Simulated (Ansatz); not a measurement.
Input

```
crystal:
  lattice:
    - [-4.1120350457, -4.1120350457, -4.1120350457]
    - [-4.1120350457, 4.1120350457, 4.1120350457]
    - [4.1120350457, 4.1120350457, -4.1120350457]
  atoms:
    - { symbol: Ti, position: [0.75, 0.0, 0.25] }
    - { symbol: Ti, position: [0.5, 0.0, 0.5] }
    - { symbol: Ti, position: [0.25, 0.0, 0.75] }
    - { symbol: Ti, position: [0.75, 0.5, 0.75] }
    - { symbol: Ti, position: [0.75, 0.25, 0.0] }
    - { symbol: Ti, position: [0.5, 0.25, 0.25] }
    - { symbol: Ti, position: [0.25, 0.25, 0.5] }
    - { symbol: Ti, position: [0.0, 0.25, 0.75] }
    - { symbol: Ti, position: [0.0, 0.0, 0.0] }
    - { symbol: Ti, position: [0.75, 0.75, 0.5] }
    - { symbol: Ti, position: [0.5, 0.75, 0.75] }
    - { symbol: Ti, position: [0.5, 0.5, 0.0] }
    - { symbol: Ti, position: [0.25, 0.5, 0.25] }
    - { symbol: Ti, position: [0.0, 0.5, 0.5] }
    - { symbol: Ti, position: [0.25, 0.75, 0.0] }
    - { symbol: Ti, position: [0.0, 0.75, 0.25] }
    - { symbol: O, position: [0.7674410352, -0.0070317171, 0.0069079788] }
basis:
  ecutwfc: 420
  xc_grid: 2
kpoints:
  mp_grid: { grid: [4, 4, 4], shift: [0.5, 0.5, 0.5] }
hamiltonian:
  xc: pbe
scf:
  occupations: { method: gaussian, width: 0.1 }
output:
  forces: true
  stress: false
  eigenvalues: true
  write_density: true
  write_potential: true
  elf: true
  volumetric_format: npy
relax:
  adjacent_minimum: "off"
  f_tol: 0.02
  max_steps: 60
```

Command:

```sh
ansatz run input.yaml --threads 4 --pin off --max-ram 10240MiB --backend cpu --events-out ev --progress --plain --runs-dir out
```

The fields are those of the run's last geometry, not of the input's.

Computed without spin polarisation.

Level of theory: DFT PBE, scalar-relativistic, plane waves, PAW in Ansatz 0.2.0.

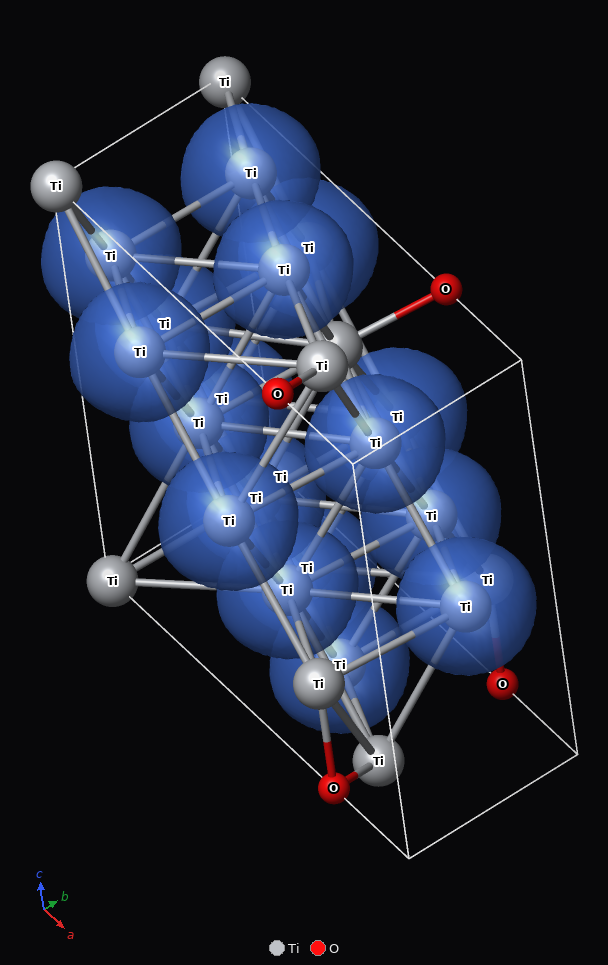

Ti$_{16}$O (cell with a defect). Isosurface of the valence pseudo-density at 0.3 e/Å³ (blue), seen slightly off an axis. Sticks mark near contacts.

The density is the valence pseudo-density of a PAW calculation; it isn't the true density close to the nuclei.

Question: Which contacts does the surface bridge?

Answer: At this value the density breaks into separate islands; it holds about 80 % of the electrons treated as valence (semicore included). It bridges the sampled Ti–O (1.88 Å) contacts, where the density stays above the isovalue. It is pinched off along the sampled Ti–Ti (2.83 Å), Ti–Ti (2.87 Å) and Ti–Ti (2.93 Å) contacts. On the grid the lowest density along these lines, outside the cores, is 0.83 e/Å³ (Ti–O, 1.88 Å), 0.21 e/Å³ (Ti–Ti, 2.83 Å), 0.2 e/Å³ (Ti–Ti, 2.87 Å) and 0.19 e/Å³ (Ti–Ti, 2.93 Å).

Question: Does the calculation make it a metal, or give it a gap?

Answer: It is gapless in this calculation (a metal or semimetal).
